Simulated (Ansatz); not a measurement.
Run report: Hg, geometry relaxation

Hg (1 atom in the cell), computed with DFT PBE+D3(BJ), scalar-relativistic, plane waves, PAW, no spin polarisation (Ansatz 0.2.0).

The structure derives from a Materials Project entry.

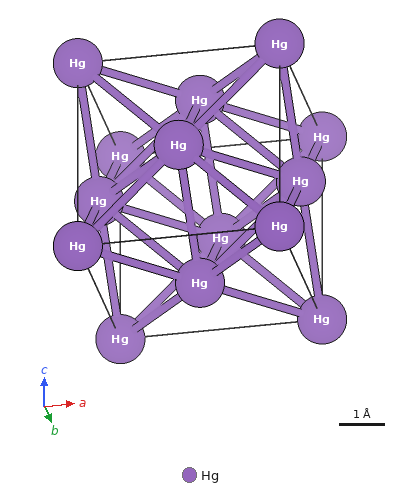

Figure 1. The input geometry (ball-and-stick view of the cell 4 times as large as that of the calculation, set on its symmetry axes, seen at an oblique angle).

Key numbers:

```tsv
quantity	value
outcome	converged
space group (tolerance 0.01 Å)	Fm-3m (225)
electrons treated	20
free energy	−13813.8270 eV
Fermi energy	13.677 eV
gap on the k-point mesh	none (metallic)
pressure	−0.03 GPa
final volume	24.87 Å³
largest force (length of the vector) at the end	under 0.001 eV/Å
final cell	a = 3.277 Å, b = 3.277 Å, c = 3.277 Å, α = 60.00°, β = 60.00°, γ = 60.00°
hardware	1 thread of Intel Xeon (Granite Rapids), 128 GiB of memory available, shared host
wall time	3.2 s
peak memory	0.37 GiB
```

Notes:

Spin–orbit coupling is left out, which matters for Hg.

Input:
```yaml
crystal:
  lattice:
    - [0.0, 2.3168736644, 2.3168736644]
    - [2.3168736644, 0.0, 2.3168736644]
    - [2.3168736644, 2.3168736644, 0.0]
  atoms:
    - { symbol: Hg, position: [0.0, 0.0, 0.0] }
basis:
  ecutwfc: 420
kpoints:
  mp_grid: { grid: [16, 16, 16] }
hamiltonian:
  xc: pbe
  dispersion: d3bj
scf:
  occupations: { method: gaussian, width: 0.1 }
output:
  forces: true
  stress: true
  eigenvalues: true
  write_density: true
  write_potential: true
  elf: true
  volumetric_format: npy
relax:
  adjacent_minimum: "off"
  f_tol: 0.005
  max_steps: 80
  cell: { stress_tol: 0.05 }
```

Command:
```bash
ansatz run input.yaml --threads 1 --pin off --max-ram 2560MiB --backend cpu --events-out ev --progress --plain --runs-dir out
```

Output:
```
Engine: ansatz 0.2.0, x86_64-unknown-linux-gnu
Pseudopotentials: kind: paw
Pseudopotential: Hg, paw, valence charge 20, recommended cutoff 420 eV (normal), Hg.paw.azcp
Functional definition: PBE
  parameter kappa = 0.804
  parameter beta = 0.06672455060314922
  exchange = pbe_x(kappa = kappa, mu = beta*pi^2/3)
  correlation = pbe_c(beta = beta)
Crystal: 1 atoms, lattice volume = 24.874 Å³
Basis set: ecut = 420 eV, 531 PW (Γ), exchange–correlation on 48×48×48 points (8 copies of the dense FFT grid, shifted against one another)
Bands: 14, of which v1, the nominal top of the filled ones, is band 10 counted from 1 (9 counted from 0)
Symmetry: 48 space group operations
Space group: Fm-3m (ITA 225), of the structure as read, at distance tolerance 2.9e-5 Å
k-points: 145 of 4096
Non-local potential: Hg, projectors of the file, l = 0: 3, l = 1: 2, l = 2: 2, l = 3: 1
PAW form: soft (Blöchl's): semilocal exchange-correlation on the pseudo side does not see the compensation charge
PAW one-centre angular grid: Hg, 590 points (default); XC on 64 Gauss nodes
Initial density: superposition of atomic densities (neutral atoms: chi_scale 0, normalization atom), corrected by the library's trained network
Initial wavefunctions: pseudopotential atomic-orbital guess
Functional: x = pbe(κ = 0.804, μ = 0.2195149727645171), c = pbe(β = 0.06672455060314922)
SCF iter   1: F=—  HF=-13813.826601 eV  |F-HF|=—  |Δ(HF+E_count)|=         —  Δρ=1.14e-3  dr2=2.25e-4  ethr=1.77e-3  ⟨swp⟩=5.0  Hψ=10428  notcnv=0
preconditioner: auto → none  [metal: Δε(μ)=0.046 eV  Ē_g=14.507 eV  σ=0.100 eV  W_gap=0.25  n_scr=8 (ndim 8)  ℏωp=25.8 eV  f_vac=0.000  D(μ)=0.43/eV (n_scr^D=0)  sad-step TF]
SCF iter   2: F=—  HF=-13813.826978 eV  |F-HF|=—  |Δ(HF+E_count)|=   3.77e-4  Δρ=7.51e-4  dr2=1.33e-4  ethr=1.12e-6  ⟨swp⟩=2.5  Hψ=4387  notcnv=0
SCF iter   3: F=—  HF=-13813.827011 eV  |F-HF|=—  |Δ(HF+E_count)|=   3.32e-5  Δρ=4.04e-4  dr2=3.65e-5  ethr=6.67e-7  ⟨swp⟩=2.0  Hψ=2898  notcnv=0
SCF iter   4: F=—  HF=-13813.826996 eV  |F-HF|=—  |Δ(HF+E_count)|=   1.54e-5  Δρ=5.71e-5  dr2=1.00e-6  ethr=1.83e-7  ⟨swp⟩=2.2  Hψ=3097  notcnv=0
iter 5 did not close the SCF: its close was put off for the readings that it lacked (scf_convergence_deferred on its scf_iter line)
SCF iter   5: F=-13813.826997 eV  HF=-13813.826997 eV  |F-HF|=1.55e-8  |Δ(HF+E_count)|=   7.98e-7  Δρ=1.09e-5  dr2=4.05e-8  ethr=5.01e-9  ⟨swp⟩=2.2  Hψ=2904  notcnv=0
SCF iter   6: F=-13813.826997 eV  HF=-13813.826997 eV  |F-HF|=3.64e-12  |Δ(HF+E_count)|=   2.53e-8  Δρ=1.43e-6  dr2=5.15e-10  ethr=2.03e-10  ⟨swp⟩=5.0  Hψ=10227  notcnv=0
SCF 1 converged in 6 iterations: F = -13813.826997 eV  dr2 = 5.15e-10
  greatest PAW one-centre occupation: 1.000 electrons in one spin orbital (limit 2), on the Hg atom at site 0 (counted from 0), in its partial waves of l = 0
relax step   1: F+E_penalty+E_count = -13813.82699683 eV  Δ(F+E_penalty+E_count) = +0.000e0 eV  max|allowed force component| = 0.000e0 eV/Å  Δτ_max = 0.0000 Å  P = -0.027 GPa  Ω = 24.874 Å³  (6 SCF iters, dr2 threshold 1.00e-7 eV, accepted)
Initial density: handed on by an earlier stage of this run
Initial wavefunctions: pseudopotential atomic-orbital guess (no wavefunctions were taken with the density)
iter 1 solved again at ethr=7.99e-10 eV; its pass at ethr=3.10e-3 eV (dr2=1.60e-7 eV) is discarded
SCF iter   1: F=—  HF=-13813.826997 eV  |F-HF|=—  |Δ(HF+E_count)|=         —  Δρ=1.46e-6  dr2=5.26e-10  ethr=7.99e-10  ⟨swp⟩=4.3  Hψ=17434  notcnv=0
preconditioner: auto → none  [metal: Δε(μ)=0.045 eV  Ē_g=14.504 eV  σ=0.100 eV  W_gap=0.25  n_scr=8 (ndim 8)  ℏωp=25.8 eV  f_vac=0.000  D(μ)=0.43/eV (n_scr^D=0)]
SCF iter   2: F=—  HF=-13813.826997 eV  |F-HF|=—  |Δ(HF+E_count)|=   2.62e-7  Δρ=6.89e-7  dr2=8.54e-11  ethr=2.63e-12  ⟨swp⟩=2.0  Hψ=3054  notcnv=0
SCF iter   3: F=—  HF=-13813.826997 eV  |F-HF|=—  |Δ(HF+E_count)|=  6.55e-11  Δρ=3.19e-7  dr2=2.02e-11  ethr=1.00e-12  ⟨swp⟩=1.3  Hψ=2190  notcnv=0
SCF iter   4: F=-13813.826997 eV  HF=-13813.826997 eV  |F-HF|=3.64e-12  |Δ(HF+E_count)|=  2.91e-11  Δρ=1.35e-7  dr2=3.64e-12  ethr=1.00e-12  ⟨swp⟩=5.1  Hψ=7203  notcnv=0
SCF 2 converged in 4 iterations: F = -13813.826997 eV  dr2 = 3.64e-12
relax step   2: F+E_penalty+E_count = -13813.82699683 eV  Δ(F+E_penalty+E_count) = -2.256e-10 eV  max|allowed force component| = 0.000e0 eV/Å  Δτ_max = 0.0000 Å  P = -0.027 GPa  Ω = 24.874 Å³  stress off target by 2.70e-2 GPa  SCF on the basis re-selected at this cell (its energy is not comparable with the rows above)  (4 SCF iters)
```

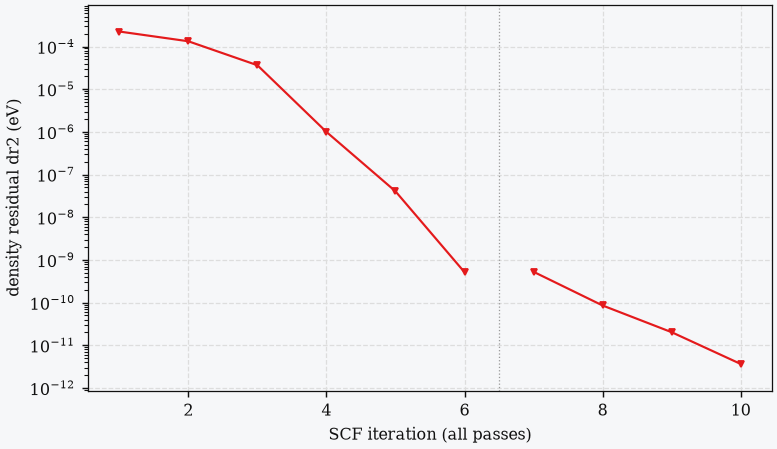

Figure 2. Convergence of the self-consistent field: density residual dr2 against the SCF iteration. The dotted lines part the SCF passes of the relaxation: geometry steps, rejected trials and re-solves on a re-selected basis. The passes take 6 and 4 iterations.

```
basis re-selected at this cell: Δ(F+E_penalty+E_count) = -2.256e-10 eV, ΔP = -0.000 GPa vs the last step (what re-selecting the basis moved, of the pressure what is left beyond the Pulay correction that the steps carried, after the strain that the cell walked since its last selection, with what the two solves' SCF thresholds leave and, on support functions, any second-order correction that the steps lacked; it is no measure of the basis error at this ecutwfc). This SCF's stress stands 2.70e-2 GPa from its target on what of the cell is left free (relax.cell.stress_tol is 5.00e-2 GPa) and its largest allowed force component is 0.00e0 eV/Å (relax.f_tol is 5.00e-3 eV/Å): within both
SCF converged after 4 iterations
Free energy (F): -13813.826997 eV
Harris-Foulkes:  -13813.826997 eV  (|F-HF|=3.64e-12)
Internal energy: -13813.824843 eV  (E = F + TS)
E sigma→0 (E₀):  -13813.825920 eV
Entropy (-TS):   -0.002153 eV (-2.153 meV/atom)
Fermi energy:    13.677078 eV
--- Per-component energies (eV) ---
  E_band       = -403.720185
  E_kinetic    = 604.772468
  E_local      = -2575.362856  (includes V_loc(G=0)·N_el)
  E_nonlocal   = 72.443330
  E_hartree    = 1100.137937
  E_xc         = -220.749656
  E_vxc        = -262.677737  (∫ρ·V_xc dr)
  E_paw        = -9945.099773  (= ΣΔE_a)
  E_vpaw       = -443.172149  (= ΣTr[D̂ρ^β])
  E_aug_tail   = 0.000928  (compensation charges beyond the density's cutoff)
  E_ewald      = -2849.546328
  E_disp       = -0.420893  (pairwise vdW)
  E_smearing   = -0.002153  (= −TS)
  E_closure    = 0.000000  (closes the sum)
  Σ components = -13813.826997   (vs F -13813.826997, Δ=0.00e0)
--- Forces (eV/Å), atoms counted from 1 ---
  atom   1  Hg    -0.00000000     0.00000000    -0.00000000
  max |Σ_I F_I| component: 2.14e-30 eV/Å
--- Stress (GPa, compression-positive) ---
       -0.027015      -0.000000       0.000000
       -0.000000      -0.027015       0.000000
        0.000000       0.000000      -0.027015
  P = ⅓ Tr σ = -0.0270 GPa (-0.270 kbar)
--- Band table (eV; the first three rows and the last of 145) ---
  k-point 0: bands = ["-100.8026", "-49.2355", "-49.2355", "-49.2355", "5.2069", "6.9727", "6.9727", "6.9727", "7.5448", "7.5448", "26.6785", "27.8773", "27.8773", "27.8773"]
  k-point 1: bands = ["-100.8026", "-49.2366", "-49.2357", "-49.2357", "5.3026", "6.9623", "6.9931", "6.9931", "7.5393", "7.5393", "26.4914", "27.0612", "27.8423", "27.8423"]
  k-point 2: bands = ["-100.8025", "-49.2396", "-49.2362", "-49.2362", "5.5740", "6.9507", "7.0436", "7.0436", "7.5326", "7.5326", "24.6406", "26.9912", "27.7164", "27.7164"]
  k-point 144: bands = ["-100.8015", "-49.2547", "-49.2547", "-49.2469", "6.6543", "6.9489", "6.9489", "7.5898", "8.1574", "13.9589", "16.7574", "16.7574", "18.8041", "31.1899"]
--- Relaxed structure (1 steps of the walk, 1 accepted, 1 SCFs on fresh bases) ---
  F+E_penalty+E_count = -13813.82699683 eV   max|allowed force component| = 0.000e0 eV/Å   (the final SCF, on the basis selected at the relaxed cell)
  cell:  # Å, volume = 24.8735 Å³
    - [0.0, 2.3168736644, 2.3168736644]
    - [2.3168736644, 0.0, 2.3168736644]
    - [2.3168736644, 2.3168736644, 0.0]
  atoms:
    - { symbol: Hg, position: [0.0, 0.0, 0.0] }
```

Trajectory as extended XYZ (Å, eV, eV/Å), 2 frames, from step=1 to step=2:
```
1
Lattice="0.0000 2.3169 2.3169 2.3169 0.0000 2.3169 2.3169 2.3169 0.0000" Properties=species:S:1:pos:R:3:forces:R:3 step=1 energy=-13813.82700 pressure_GPa=-0.03
Hg    0.0000    0.0000    0.0000    0.0000   0.0000   0.0000
1
Lattice="0.0000 2.3169 2.3169 2.3169 0.0000 2.3169 2.3169 2.3169 0.0000" Properties=species:S:1:pos:R:3:forces:R:3 step=2 energy=-13813.82700 pressure_GPa=-0.03
Hg    0.0000    0.0000    0.0000    0.0000   0.0000   0.0000
```

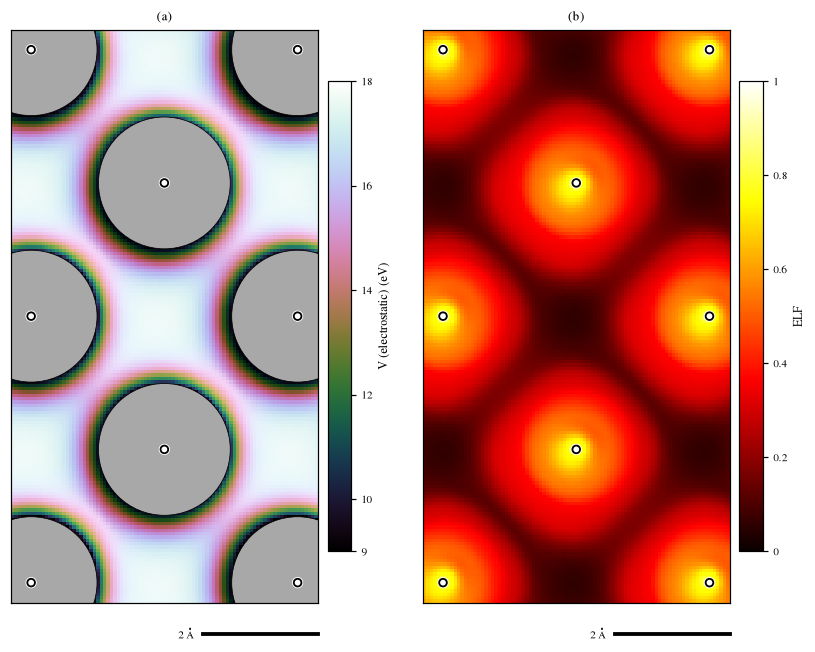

Figure 3. (a) electrostatic potential energy of an electron; (b) ELF on the (001) plane of the conventional cell. Circles mark the nuclei in the plane (Hg). Grey discs, where drawn, cover atomic cores. Atoms in the plane: Hg. Hg–Hg (3.28 Å): the ELF is about 0.15 at the midpoint (no localised pair between them). The strong features right at Hg lie inside the PAW spheres (semicore, d or f shells) and say nothing about bonding. Outside the cores the potential energy rises away from the atoms and is highest about 2.3 Å from the nearest atoms; outside the discs it spans about 8 eV, and its zero is arbitrary. Core electrons are frozen (PAW), so the fields are smoothed inside the atomic spheres.

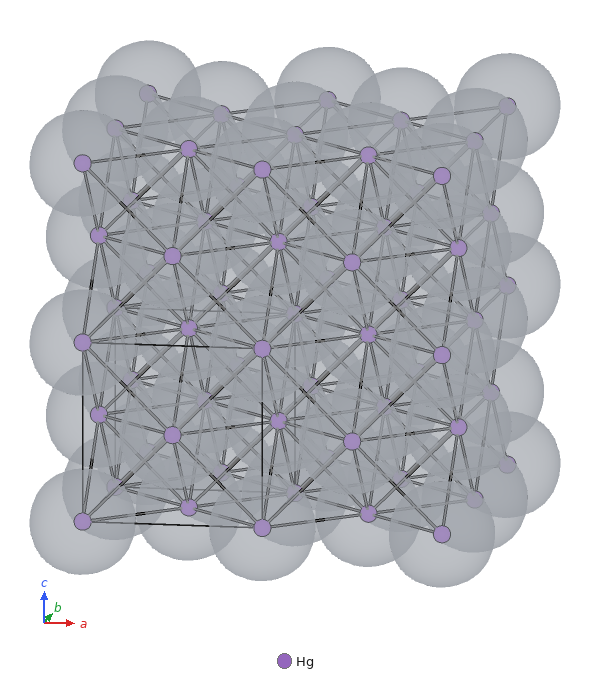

Figure 4. Isosurface of the valence charge density (pseudo) at 0.2 e/Å³ (grey), seen slightly off an axis. Sticks mark near contacts. The outline is the cell set on symmetry axes. At this value the density breaks into separate islands; it holds about 90 % of the electrons treated as valence (semicore included). It is pinched off along the Hg–Hg (3.28 Å) contacts. On the grid the lowest density along these lines, outside the cores, is 0.14 e/Å³ (Hg–Hg, 3.28 Å).
